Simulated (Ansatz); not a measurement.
# Rh(110) / 3 layers Pt(110) / Rh(110): resistance against film thickness, part 3 of 3

How does the resistance across the layers grow with the film in Rh(110) / 3 layers Pt(110) / Rh(110)?

Ansatz 0.2.0; Ansatz plane-wave DFT, PBEsol, PAW files; ballistic transport by layer matching (Landauer), zero bias; PAW set soft_1 (the session's first sound run).

So far. Step 6 (With 10 layers, k-mesh 14×10×1, film layers 10): The conductance of the junction is 1.3e15 S/m², 2.0 % under the 1.3e15 S/m² of the last finished run, within the error estimates, leads' steps apart, of 4.2 and 3.7 %.

## 8. With 5 layers

This step: Ansatz plane-wave DFT, PBEsol, PAW files; ballistic transport by layer matching (Landauer), zero bias; changed: output.transmission.e_range = [-3, 3], output.transmission.de = 0.035; PAW set soft_1 (Ansatz 0.2.0).

System of this step: Rh(110) / 5 layers Pt(110) / Rh(110). The cell holds 18 atoms: 13 Rh and 5 Pt. Its edges and angles: a = 2.689 Å, b = 3.803 Å, c = 24.852 Å, α = 90.0°, β = 90.0°, γ = 90.0°. It derives from Rh and Pt. Regions: lead, 13 atoms (13 Rh); films, 5 atoms (5 Pt). The structure is stacked along c, and the current runs across the ab planes.

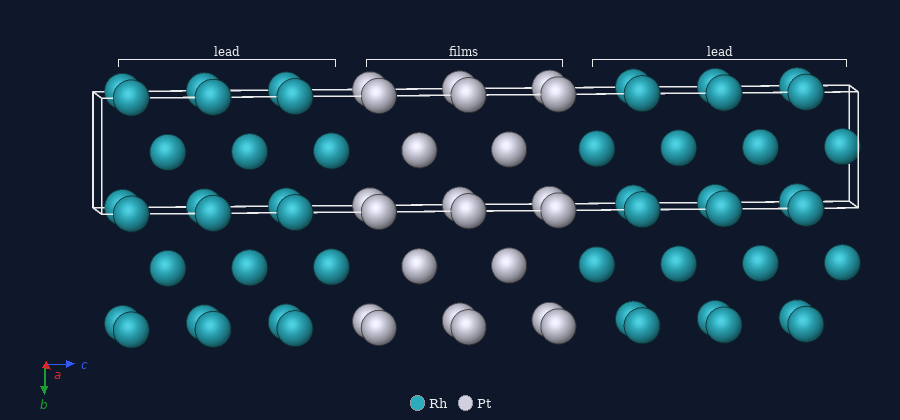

The cell of this step (rhodium blue, platinum light grey). 1×2×1 cells are drawn. Some periodic images of atoms are drawn too.

input.yaml reads:

```yaml
crystal:
  lattice:
    - [2.6891977995, 0.0, 0.0]
    - [0.0, 3.8031, 0.0]
    - [0.0, 0.0, 24.8521340379]
  atoms:
    - { symbol: Rh, position: [0.0, 0.0, 0.0270519807] }
    - { symbol: Rh, position: [0.5, 0.5, 0.081155942] }
    - { symbol: Rh, position: [0.0, 0.0, 0.1352599034] }
    - { symbol: Rh, position: [0.5, 0.5, 0.1893638648] }
    - { symbol: Rh, position: [0.0, 0.0, 0.2434678261] }
    - { symbol: Rh, position: [0.5, 0.5, 0.2975717875] }
    - { symbol: Pt, position: [0.0, 0.0, 0.3542886184] }
    - { symbol: Pt, position: [0.5, 0.5, 0.4136183189] }
    - { symbol: Pt, position: [0.0, 0.0, 0.4729480193] }
    - { symbol: Pt, position: [0.5, 0.5, 0.5322777198] }
    - { symbol: Pt, position: [0.0, 0.0, 0.5916074202] }
    - { symbol: Rh, position: [0.5, 0.5, 0.6483242511] }
    - { symbol: Rh, position: [0.0, 0.0, 0.7024282125] }
    - { symbol: Rh, position: [0.5, 0.5, 0.7565321739] }
    - { symbol: Rh, position: [0.0, 0.0, 0.8106361352] }
    - { symbol: Rh, position: [0.5, 0.5, 0.8647400966] }
    - { symbol: Rh, position: [0.0, 0.0, 0.918844058] }
    - { symbol: Rh, position: [0.5, 0.5, 0.9729480193] }
kpoints:
  mp_grid: { grid: [14, 10, 1] }
hamiltonian:
  xc: pbesol
  pseudopotentials: { kind: paw, azcp: { folder: soft_1 }, xc_functional: pbe }
scf:
  occupations: { method: fermi_dirac, width: 0.1 }
output:
  transmission: { leads: [[0, 1]], kmesh: [28, 20], e_range: [-3, 3], de: 0.035 }
  write_potential: true
  write_density: true
  volumetric_format: npy
```

Run with:

```
$ ansatz run input.yaml --threads 4 --pin off --max-ram 8192MiB --backend cpu --events-out ev --progress --plain --runs-dir out
```

Numbers of over 12 decimals in the logs are rounded to 6 here.

Log:

```text
[...]
Crystal: 18 atoms, lattice volume = 254.170 Å³
Basis set: ecut = 420 eV, 4983 PW (Γ)
Bands: 187, of which v1, the nominal top of the filled ones, is band 156 counted from 1 (155 counted from 0)
Symmetry: 8 space group operations
[...]
k-points: 48 of 140
[...]
SCF iter   1: F=—  HF=-144344.801170 eV  |F-HF|=—  |Δ(HF+E_count)|=         —  Δρ=1.31e-1  dr2=7.22e2  ethr=3.10e-3  ⟨swp⟩=4.7  Hψ=26475  notcnv=0  defer=168
[...]
SCF iter  10: F=-144331.589725 eV  HF=-144331.589725 eV  |F-HF|=1.21e-8  |Δ(HF+E_count)|=   1.86e-8  Δρ=1.82e-6  dr2=1.45e-8  ethr=3.22e-11  ⟨swp⟩=8.3  Hψ=23792  notcnv=0
SCF 1 converged in 10 iterations: F = -144331.589725 eV  dr2 = 1.45e-8
[...]
transmission: 908 of 9075 steps passed
transmission: 1815 of 9075 steps passed
[...]
transmission: 9075 of 9075 steps passed
SCF converged after 10 iterations
Free energy (F): -144331.589725 eV
[...]
Internal energy: -144330.750823 eV  (E = F + TS)
E sigma→0 (E₀):  -144331.170274 eV
Entropy (-TS):   -0.838902 eV (-46.606 meV/atom)
Fermi energy:    22.548152 eV
[...]
--- Band table (eV; the first three rows and the last of 48) ---
  k-point 0: bands = [... 152 lower, 21.9444, 21.9763, 22.1829, 22.2553, 22.2812, 22.3621, 22.5206, 22.5270, ... 27 higher]
  k-point 1: bands = [... 152 lower, 21.9412, 21.9453, 21.9677, 22.0291, 22.4194, 22.4568, 22.4676, 22.4961, ... 27 higher]
  k-point 2: bands = [... 152 lower, 21.9056, 21.9220, 22.1022, 22.1411, 22.2839, 22.3049, 22.3922, 22.3980, ... 27 higher]
  k-point 47: bands = [... 152 lower, 22.9809, 22.9836, 22.9909, 23.0186, 23.0595, 23.0737, 23.1167, 23.1224, ... 27 higher]
--- Transmission ---
  basis      : 89 plane waves across, 55 finite elements along
  points     : 165, standing for a mesh of 28 x 20
[...]
filled         : 17.7 meV under the level at which it is neutral
    channels       : 3.021429e0 a spin
[...]
slowest decay  : 0.0237 /Å at (0.4286, 0.4500)
  junction   : crystal 0 to crystal 0, -0.00 to 22.16 Å
    transmission   : 1.855611e0 a spin
[...]
resistance     : 2.7191e-4 Ω µm² beyond half of each lead's own
```

Elapsed: 35 min, on 4 threads of Intel Xeon Platinum 8375C at 2.90GHz (Ice Lake), shared host; peak memory 2.2 GiB; 2.2 h of CPU time.

Numbers from this step:

```
free energy                                                                : -144331.5897 eV
energy at zero smearing                                                    : -144331.1703 eV
Fermi energy                                                               : 22.55 eV
step of the lead's potential                                               : 8 meV
estimated errors of the lead's conductance                                 : 0, 3.5, 0.6 % (band edges, k-mesh, distance from neutral)
lead conductance per cell                                                  : 3.020 G₀
conductance of the junction                                                : 1.41e15 S/m²
junction conductance per cell                                              : 1.862 G₀
estimated errors of the junction's conductance                             : 0.3, 0.1, 3.2, 2.7, 0.2 % (energy step, band edges, k-mesh, leads' steps, distance from neutral)
area resistance that the stack adds (contact term taken off, spin by spin) : 0.2719 fΩ m²
```

Per spin. The transmission, zone mean by energy, zero at the Fermi level:

```
energy (eV)  transmission, zone mean
    -3.0000                     1.45
    -2.7550                     1.75
    -2.5100                     1.70
    -2.2650                     1.81
    -2.1250                     2.01
    -1.9850                     1.93
    -1.7400                     1.79
    -1.4950                     1.97
    -1.3550                     2.03
    -1.2500                     1.99
    -1.0050                     1.85
    -0.7600                     1.89
    -0.5150                     1.90
    -0.2350                     1.89
     0.0100                     1.86
     0.2550                     1.70
     0.5000                     1.28
     0.7450                    0.999
     0.9900                    0.942
     1.2350                    0.999
     1.5150                     1.03
     1.7600                     1.08
     2.0050                     1.11
     2.2500                     1.14
     2.4950                     1.16
     2.7400                     1.19
```

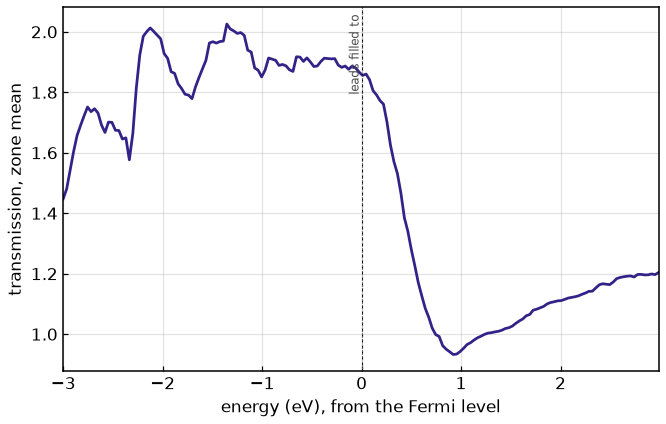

Transmission, zone mean against energy.

The conductance of the junction is unchanged within 0.05 %.

## 9. Outcome

| Item | Value |
| --- | --- |
| area resistance, 3 layers | 0.206 fΩ m² |
| area resistance, 5 layers | 0.272 fΩ m² |
| area resistance, 6 layers | 0.293 fΩ m² |
| area resistance, 8 layers | 0.321 fΩ m² |
| area resistance, 10 layers | 0.335 fΩ m² |

What this shows: The stack adds 0.21 fΩ m² with 3 layers and 0.34 fΩ m² with 10. From 5 to 10 layers it grows by 23 %, though no single step exceeds the two runs' error estimates together; nothing scatters inside a perfect film, so this is no ohmic growth. Atoms sit on ideal sites and aren't relaxed. Spin-orbit coupling is left out, which matters for Pt. Pt(110) is compressed by 3.0 % in plane to fit Rh(110), at its own atomic volume.

[Logs are printed without paths, hosts, clocks, repeated set-up lines and the standing remarks that a program may print on its own settings, such as how far it seeks lower states.]

[Hosts, paths, dates, database ids (printed as entryN), source tags and the programs' standing remarks are cut or masked in the printed files.]
